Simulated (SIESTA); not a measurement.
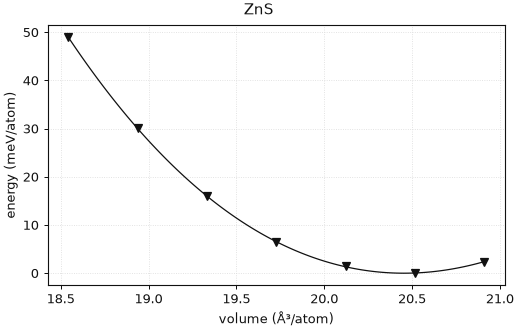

Calculation (SIESTA 5.4.2): DFT in numerical atomic orbitals with pseudopotentials, no spin polarisation; energies at scaled volumes of the given cell, shape and fractions fixed, counted from the fit's minimum, third-order Birch-Murnaghan fit. Level: PBE.

| setting | value |
| --- | --- |
| k mesh | 9×9×9 |
| occupations | Fermi–Dirac |
| smearing width | 0.05 eV |
| potentials | SG15 1.2, converted to PSML, two zetas o semicore shells or PseudoDojo by element |
| program settings | basis DZP, mesh cutoff 800 Ry |

Cell as given: a = 3.821 Å, b = 3.821 Å, c = 3.821 Å, α = 60.00°, β = 60.00°, γ = 60.00°; 2 atoms.

Energy against volume for ZnS, space group F-43m (No. 216).

A third-order Birch–Murnaghan fit gives V0 = 20.45 Å³/atom, B0 = 77.5 GPa. The energy is 48.96 meV/atom at volume 18.54 Å³/atom and 2.39 meV/atom at 20.91 Å³/atom; the lowest computed point is at volume 20.52 Å³/atom (0.04 meV/atom), and no other minimum shows.
